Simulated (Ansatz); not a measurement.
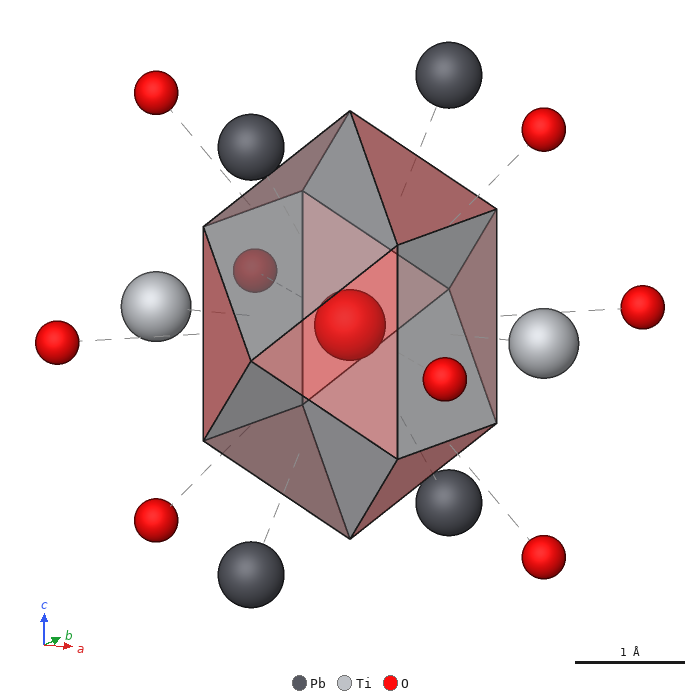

Voronoi cell (the region closer to this atom than to any other), computed from the atomic positions without radii. Central atom: O (3c) in TiPbO3; faces take the colour of the neighbour behind them. Origin: the end point of a relaxation (final pressure about -10 GPa) with DFT, PAW plane waves, r2scan in Ansatz.

TiPbO3, space group Pm-3m (No. 221), a = 4.017 Å, b = 4.017 Å, c = 4.017 Å, α = 90.00°, β = 90.00°, γ = 90.00°

```json
{"site": "Pb", "Wyckoff": "1a", "x": "0.0000", "y": "0.0000", "z": "0.0000"}
{"site": "Ti", "Wyckoff": "1b", "x": "0.5000", "y": "0.5000", "z": "0.5000"}
{"site": "O", "Wyckoff": "3c", "x": "0.0000", "y": "0.5000", "z": "0.5000"}
```

**What is the volume of this Voronoi cell?**

13.5 Å³, against a mean of 13.0 Å³ per atom in this structure.

**How many faces does the cell have, and of which kinds?**

14 faces, index ⟨8,6,0,0⟩: topologically a cuboctahedron.
